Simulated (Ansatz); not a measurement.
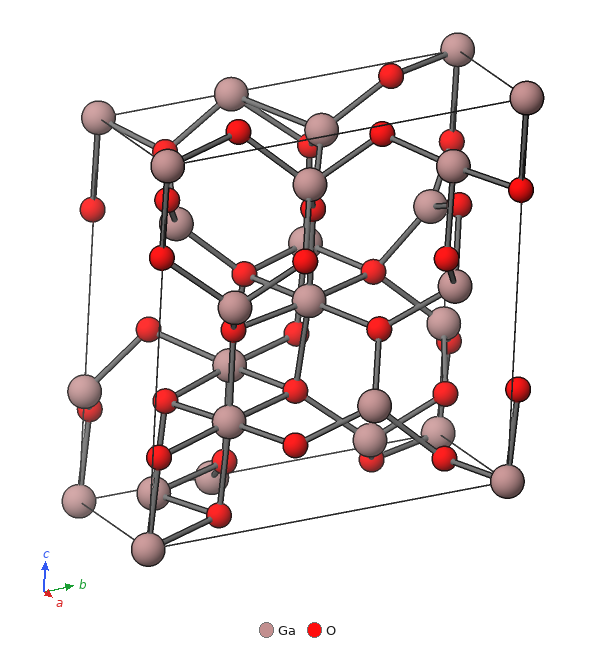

The figure gives a ball-and-stick picture of the atoms, viewed slightly off an axis. The parallelepiped is the simulation cell.

Characterise what is shown.

Chemical formula Ga17O24. Apart from translations it has no symmetry (space group P1). Counting shared atoms by their share gives 17 Ga, 24 O, or 41 atoms.

Starting structure: a structure listed in the Materials Project, repeated into a supercell with a point defect put in. The atoms were relaxed in a fixed cell with DFT PBEsol, scalar-relativistic, plane waves, PAW in Ansatz.
